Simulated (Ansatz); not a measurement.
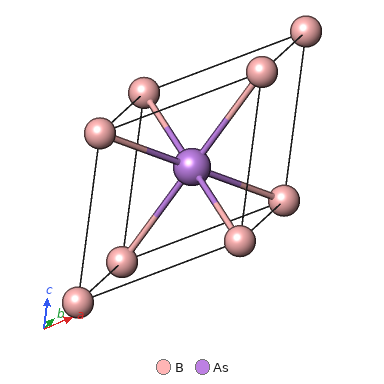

System: BAs, space group Fm-3m (No. 225) (cell built by us, not taken from a database). The picture shows the cell.

Input of the run:
```
crystal:
  lattice:
    - [0.0, 2.286, 2.286]
    - [2.286, 0.0, 2.286]
    - [2.286, 2.286, 0.0]
  atoms:
    - { symbol: B, position: [0.0, 0.0, 0.0] }
    - { symbol: As, position: [0.5, 0.5, 0.5] }
basis:
  ecutwfc: 420
kpoints:
  mp_grid: { grid: [12, 12, 12] }
hamiltonian:
  xc: hse06
scf:
  occupations: { method: fermi_dirac, width: 0.15 }
output:
  forces: true
  stress: true
  eigenvalues: true
elastic:
  mode: relaxed_ion
  amplitude: 0.005
```

Run as:
```bash
ansatz run input.yaml --threads 4 --pin off --max-ram 12288MiB --backend cpu --events-out ev --progress --plain --runs-dir out
```

How it was computed, with Ansatz 0.2.0: elastic stress-strain coefficients at zero temperature from small strains of the given cell, Voigt order xx yy zz yz xz xy, Cartesian axes of the cell vectors; plane waves with PAW datasets, Γ-centred k mesh. Level: HSE06, no spin polarisation.

```csv
setting,value
wave cutoff,420 eV
k mesh,12×12×12
occupations,Fermi–Dirac
smearing width,0.15 eV
ions,relaxed
strain amplitude,0.005
```

What does the calculation give for the Young's modulus as a surface whose radius and colour give its value in each direction?

Over all directions E runs from 144 to 147 GPa, a ratio of 1.02, so the solid is nearly isotropic. E is 144 GPa along x, y and z alike, and 147 GPa along the body diagonal x + y + z. The Hill averages are K = 144 GPa and G = 55 GPa, Poisson's ratio 0.33; K/G = 2.62, above Pugh's empirical 1.75, a sign of ductile behaviour in a metal.

Stiffness matrix C (GPa), Voigt order:
```
       xx     yy     zz    yz    xz    xy
xx  216.2  107.8  107.8   0.0   0.0   0.0
yy  107.8  216.2  107.8   0.0   0.0   0.0
zz  107.8  107.8  216.2   0.0   0.0   0.0
yz    0.0    0.0    0.0  55.4   0.0   0.0
xz    0.0    0.0    0.0   0.0  55.4   0.0
xy    0.0    0.0    0.0   0.0   0.0  55.4
```

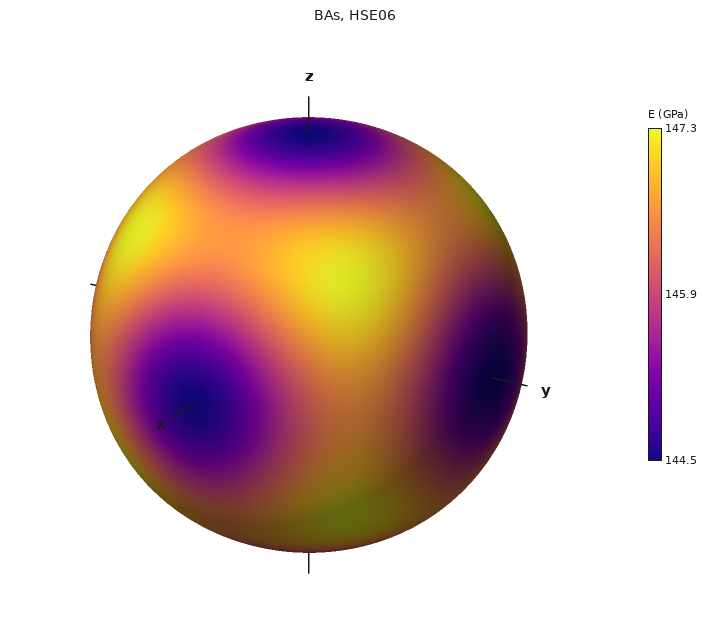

Limits of the calculation: bands overlap; cell is a saddle point at the zone centre; metal sensitive to the k mesh.
